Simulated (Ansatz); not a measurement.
System: CsI.

The calculation's input:

```
crystal:
  lattice:
    - [4.6808675, 0.0, 0.0]
    - [0.0, 4.6808675, 0.0]
    - [0.0, 0.0, 4.795035]
  atoms:
    - { symbol: Cs, position: [0.0, 0.0, 0.0] }
    - { symbol: I, position: [0.5, 0.5, 0.5] }
basis:
  ecutwfc: 500
kpoints:
  mp_grid: { grid: [6, 6, 6] }
hamiltonian:
  xc: r2scan
scf:
  occupations: { method: gaussian, width: 0.05 }
output:
  forces: true
  stress: true
  eigenvalues: true
  write_density: true
  write_potential: true
  elf: true
  volumetric_format: npy
```

Run with:

```sh
ansatz run input.yaml --threads 1 --pin off --max-ram 2560MiB --backend cpu --events-out ev --progress --plain --runs-dir out
```

Below, planes, directions and counts refer to the conventional cell (a = 4.68 Å, b = 4.68 Å, c = 4.80 Å, α = 90.00°, β = 90.00°, γ = 90.00°).

Space group P4/mmm; changed on purpose from its base cell (strain +0.025 along x and y, +0.050 along z, atoms carried along).

Computed with DFT r2SCAN, scalar-relativistic, plane waves, PAW (Ansatz).

Q: What will maps of the valence pseudo-density and electron localisation function show?

A: Cs–I (4.09 Å): ρ at the midpoint is about 0.04 e/Å³; the ELF peaks at about 0.80 in the valence shell of I, 1.3 Å from its nucleus, and drops to about 0 between the two atoms (a closed-shell, largely ionic contact).

Q: Metal or insulator at this level of theory?

A: It is gapped, with a Kohn–Sham gap of 4.2 eV on the k-point mesh (the band edges may lie off the mesh, which would make the gap smaller).

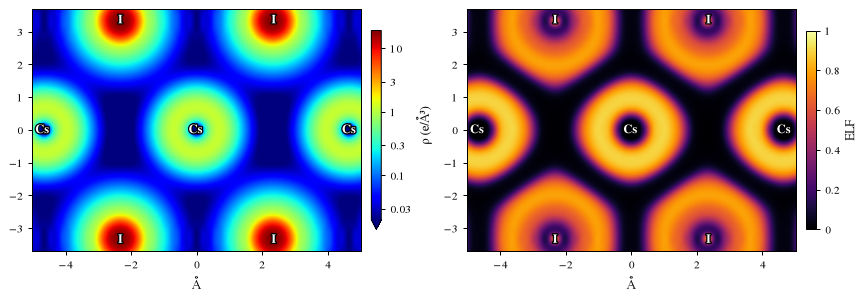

Computed valence pseudo-density and electron localisation function on the (101) plane of the conventional cell, in this order. 
